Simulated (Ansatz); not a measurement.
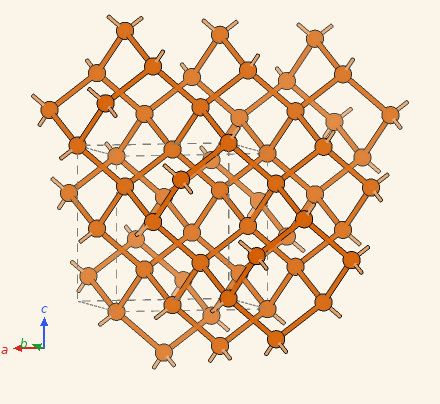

A cut-out of a periodic net derived from a crystal structure. Nodes are coloured by topological kind. Short stubs are edges that leave the cut-out.

Question: Describe the net.

Answer: A uninodal 4-connected, three-periodic net. It is the dia net, known from diamond, zinc blende and cristobalite.

Question: Give point symbol and coordination sequence.

Answer: 6^6, sequence 4, 12, 24, 42.

Origin of the net. InP (space group F-43m, No. 216): the input geometry of an electronic-structure calculation (not necessarily at equilibrium); the starting structure was generated, so it need not be a known form of this composition. Bonds are taken as In–P below 2.9 Å; no other contact counts. The graph is simplified in the usual way: terminal and isolated atoms are pruned, two-connected atoms become edges. In and P are 4-connected nodes.
